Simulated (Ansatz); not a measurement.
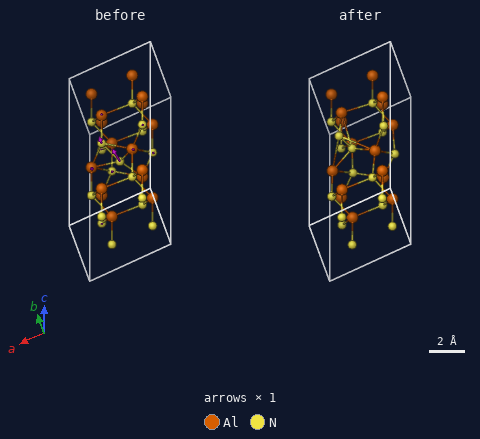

The structure of a defect cell of composition Al16N17 before (left) and after (right) a relaxation, at one scale. The purple arrows give the displacements, at their true length.

A ball-and-stick model of the cell of the calculation (origin shifted), seen from a free direction.

Case: N interstitial, charge +0, atoms relaxed.

Method: Ansatz, DFT PBE, scalar-relativistic, plane waves, PAW. Set-up: plane-wave cutoff 420 eV; k-point mesh 2 × 2 × 2; occupations gaussian; smearing width 0.02 eV; collinear spin; atoms relaxed in a fixed cell; force threshold 0.02 eV/Å; at most 60 steps.

Q: Summarise the run.

A: After 21 accepted moves (23 points after the start) the energy has fallen by 4.096 eV per cell of the calculation. The largest force component goes from 6.2 to 0.011 eV/Å. The line search rejected the trial steps at points 20, 22 of the run. The forces were under the threshold at step 10, but the run went on from there. The atom that moves furthest is an N atom (0.92 Å along [1 3 1]). Largest moves by element: N 0.92 Å, Al 0.24 Å. The lattice vectors keep their values. Among the contacts that change: Al–N 1.891 → 2.822 Å, Al–N 2.886 → 2.187 Å, N–N 1.802 → 2.456 Å, Al–N 1.902 → 2.525 Å. Bonds break: Al–N (1.89 → 2.82 Å). Among the angles between lasting bonds that change: Al–N–N 66.2° → 103.2°, N–Al–N 154.8° → 119.8°, N–Al–N 155.2° → 123.3°. The program noted that the starting moments weren't kept.

Limits of the set-up: the k-point mesh is coarse for a cell with partly filled bands; the periodic images lie only 6.3 Å apart, so the values are limited by the cell's size.
